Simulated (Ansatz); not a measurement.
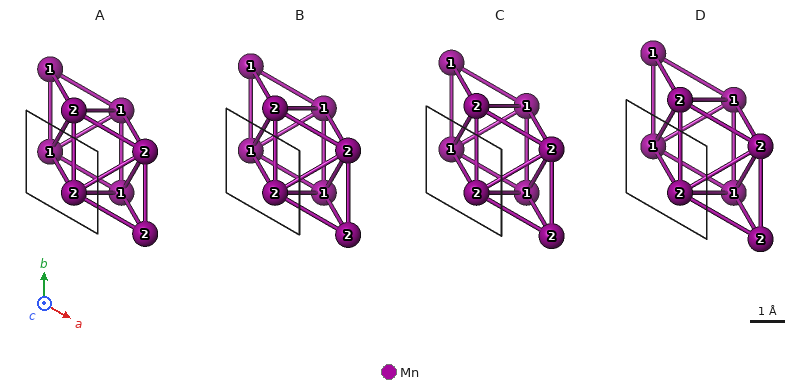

4 geometries from one relaxation of solid Mn (a generated structure, set up in P6_3/mmc), in shuffled order. The picture is a ball-and-stick view of the cell of the calculation, repeated 2 × 2 × 1 with one cell outlined, seen along the c axis.

Case: Hf → Mn on all its sites, cell and atoms relaxed.

Theory: DFT PBE, scalar-relativistic, plane waves, PAW (Ansatz 0.2.0). Settings: plane-wave cutoff 420 eV; k-point mesh 18 × 18 × 10; occupations gaussian; smearing width 0.1 eV; collinear spin; cell and atoms relaxed; force threshold 0.01 eV/Å; at most 60 steps.

Q: Order the frames from highest to lowest energy.

A: D, C, A, B. They are steps 0, 2, 3, 8, at +517 meV per atom, +130 meV per atom, +24.2 meV per atom relative to the last. After 7 accepted moves (8 points after the start) the energy has fallen by 517 meV per atom. All forces vanish by symmetry, so only the cell relaxes. Pressure: −4.00 GPa at the start and 0.00 GPa at the end. The SCF was repeated once at an unchanged geometry on a basis and grid sized afresh for the cell, which shifted the energy by 1.0 meV per atom at most. The atoms keep their places relative to the cell (all moves are under 0.005 Å). Cell: a = b 2.734 → 2.481 Å (−9.3 %), c 4.324 → 4.016 Å (−7.1 %). Volume −23.5 %. Some distances before and after: Mn1–Mn1 2.734 → 2.481 Å, Mn1–Mn2 2.677 → 2.467 Å. The space group stays P6_3/mmc (No. 194). The program noted that the starting moments weren't kept. Cost: 94 s on 1 thread of Intel(R) Xeon(R) 6975P-C (Granite Rapids), on a shared host, peak memory 0.53 GiB.
